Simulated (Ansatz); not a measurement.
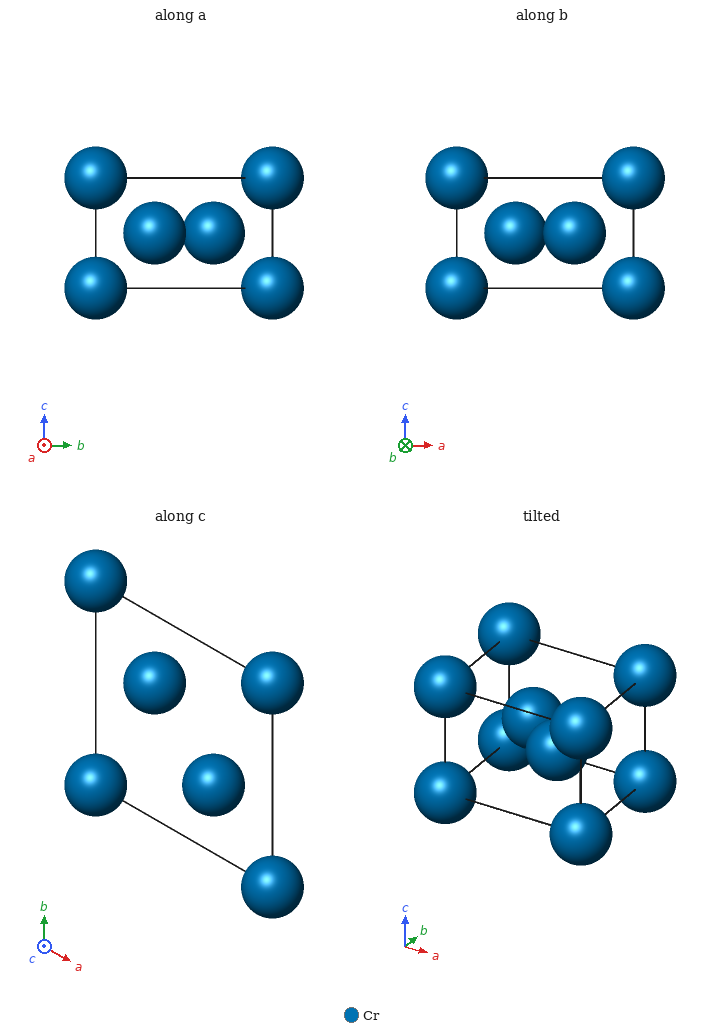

Drawn in the spheres-only manner and seen along the a axis, along the b axis, along the c axis and slightly off an axis. The edges of the conventional unit cell are marked.

Lattice parameters: a = 4.2346 Å, b = 4.2346 Å, c = 2.2865 Å, α = 90.000°, β = 90.000°, γ = 120.000°.

**Write down what is shown as a CIF in P1 with every atom of the cell.**

```cif
data_structure
_symmetry_space_group_name_H-M 'P 1'
_symmetry_Int_Tables_number 1
_cell_length_a 4.2346
_cell_length_b 4.2346
_cell_length_c 2.2865
_cell_angle_alpha 90.000
_cell_angle_beta 90.000
_cell_angle_gamma 120.000
_cell_volume 35.51
loop_
_atom_site_label
_atom_site_type_symbol
_atom_site_fract_x
_atom_site_fract_y
_atom_site_fract_z
_atom_site_occupancy
Cr1 Cr 0.0000 0.0000 0.0000 1
Cr2 Cr 0.3333 0.6667 0.5000 1
Cr3 Cr 0.6667 0.3333 0.5000 1
```

Origin of the cell: a structure type filled with this element by a generator (whether the element takes this form wasn't checked). Earlier steps of the study may have refined or changed the cell and positions. It was the input of a calculation with Ansatz.
